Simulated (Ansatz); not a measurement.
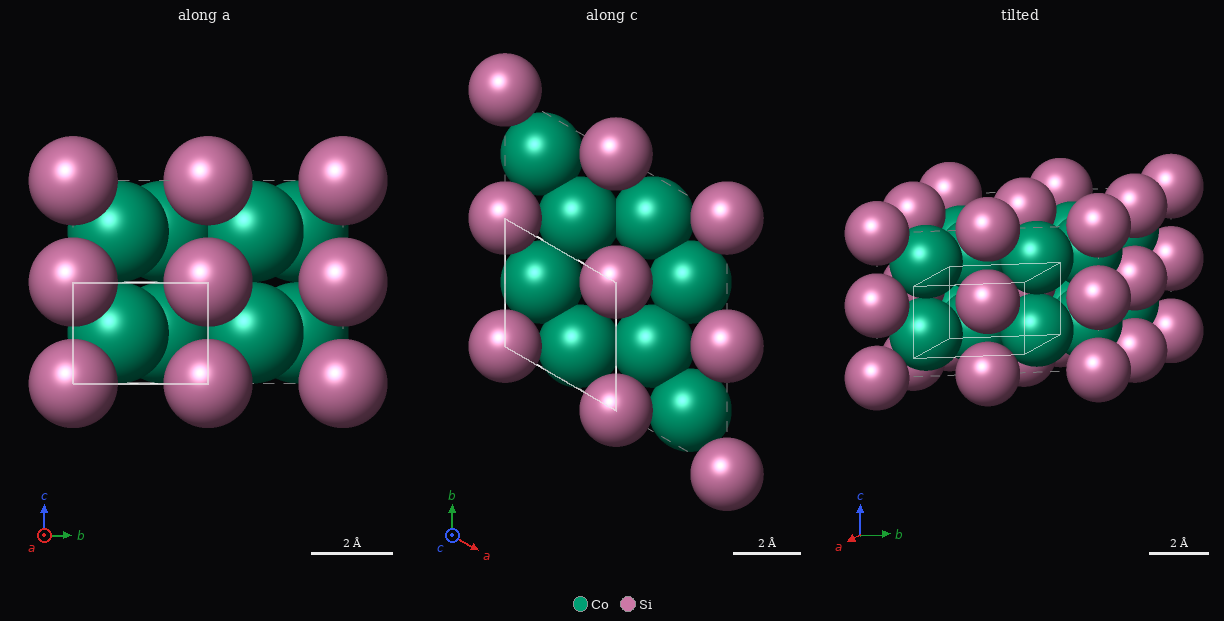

Space-filling representation of a periodic structure, projected along the a axis, along the c axis and slightly off an axis. 2×2×2 cells are drawn; the solid outline is the conventional unit cell.

Describe the crystal.

- The material is Co2Si.
- Its lattice is primitive hexagonal, its space group P6/mmm (No. 191).
- Its structure type: AlB₂ type.
- Cell content 2 Co, 1 Si; Z = 1.

Origin of the cell: a textbook structure type filled with these elements (whether it is the usual form wasn't checked). The structure drawn was relaxed with DFT PBE, scalar-relativistic, plane waves, PAW in Ansatz 0.2.0.
